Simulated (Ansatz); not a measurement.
Geometry optimisation.

```
crystal:
  lattice:
    - [-1.4125141895, 1.4125141895, 1.4125141895]
    - [1.4125141895, -1.4125141895, 1.4125141895]
    - [1.4125141895, 1.4125141895, -1.4125141895]
  atoms:
    - { symbol: Cr, position: [0.0, 0.0, 0.0], spin: 3.0 }
magnetization:
  spin_polarized: true
kpoints:
  mp_grid: { grid: [16, 16, 16], shift: [0.5, 0.5, 0.5] }
scf:
  occupations: { method: fermi_dirac, width: 0.05 }
hamiltonian:
  xc: pbe
  pseudopotentials: { kind: paw }
output:
  forces: true
  stress: true
  efg: { contact_densities: true }
relax:
  f_tol: 0.005
  max_steps: 80
  cell: {}
```

Run as:
```bash
ansatz run input.yaml --threads 1 --pin off --max-ram 3072MiB --backend cpu --events-out ev --progress --plain --runs-dir out
```

**How does the optimisation go?**

The optimisation met its thresholds at geometry 4, counting the start as the first. The energy fell by about 5.8 meV/atom from the first step to the last. All forces vanish by symmetry, so only the cell moves. The volume grows from 11.27 to 11.56 Å³ per atom (+2.5 %), as the pressure goes from 6.9 GPa to about 0 GPa.

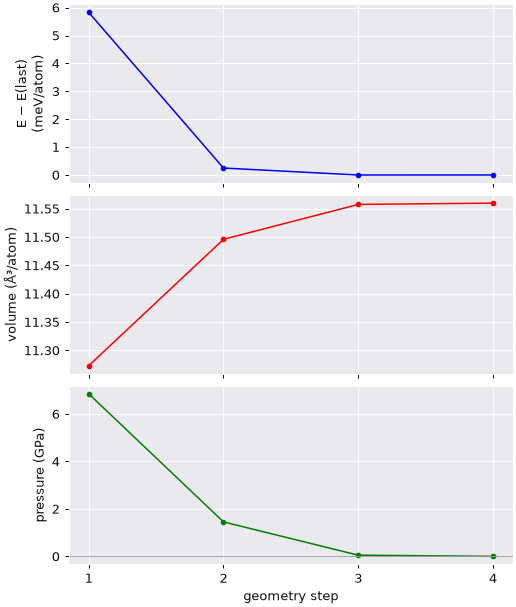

History of the run, step by step. Atoms and cell relax. A closing SCF on a freshly chosen basis isn't drawn.
